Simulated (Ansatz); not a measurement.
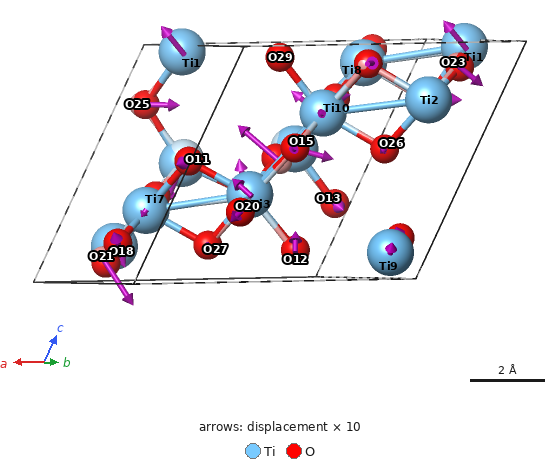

This is a relaxation of a defect cell of composition Ti$_{10}$O$_{19}$. The starting structure is drawn faded, the final one solid; purple arrows show the displacements, magnified 10 times.

A ball-and-stick model of the cell of the calculation (origin shifted), seen from a free direction.

All numbers below come from DFT PBEsol, scalar-relativistic, plane waves, PAW (Ansatz). Set-up: plane-wave cutoff 420 eV; k-point mesh 2 × 2 × 2; occupations gaussian; smearing width 0.02 eV; mesh shifted by (0.5, 0.5, 0.5); collinear spin; atoms relaxed in a fixed cell; force threshold 0.03 eV/Å; at most 40 steps.

> What did the optimiser do to the structure, and how much energy did it gain?

An O atom moves most: 0.16 Å along [3 0 2]. Largest moves by element: O 0.16 Å, Ti 0.15 Å. The cell stays as it was. Among the contacts that change: Ti–Ti 3.022 → 3.253 Å, Ti–Ti 3.061 → 3.252 Å, O–Ti 2.000 → 1.904 Å, Ti–Ti 3.069 → 2.977 Å. Among the angles between lasting bonds that change: Ti–O–Ti 101.9° → 114.7°, Ti–O–Ti 102.8° → 114.7°, Ti–O–Ti 155.8° → 148.5°. Over 6 geometry steps the energy falls by 0.470 eV per cell of the calculation. Largest force component: 1.1 eV/Å at the start, 0.012 eV/Å at the end. The program noted that the starting moments weren't kept.

Limits of the set-up: the k-point mesh is coarse for a cell with partly filled bands; the periodic images lie only 7.6 Å apart, so the values are limited by the cell's size.
